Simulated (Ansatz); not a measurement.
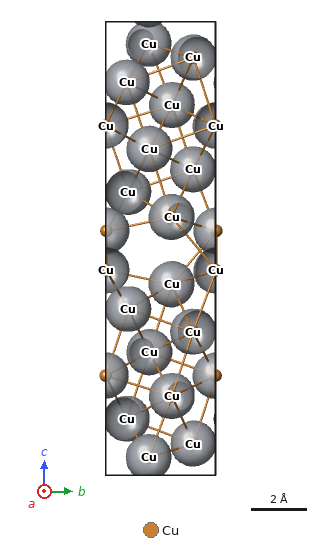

Cu (interface cell). Isosurface of the valence pseudo-density at 0.8 e/Å³ (grey), seen along the a axis. Sticks mark near contacts.

Computed without spin polarisation.

The calculation used DFT PBE, scalar-relativistic, plane waves, PAW (Ansatz).

The density is the valence pseudo-density of a PAW calculation; it isn't the true density close to the nuclei.

Which contacts does the surface bridge?

At this value the density breaks into separate islands; it holds about 85 % of the electrons treated as valence (semicore included). It bridges none of the near contacts. It is pinched off along the sampled Cu–Cu (2.33 Å), Cu–Cu (2.42 Å), Cu–Cu (2.50 Å) and Cu–Cu (2.54 Å) contacts. On the grid the lowest density along these lines, outside the cores, is 0.39 e/Å³ (Cu–Cu, 2.33 Å), 0.33 e/Å³ (Cu–Cu, 2.42 Å), 0.3 e/Å³ (Cu–Cu, 2.50 Å) and 0.27 e/Å³ (Cu–Cu, 2.54 Å).

Does the calculation give a band gap?

It is metallic or semimetallic at this level of theory: no gap opens.
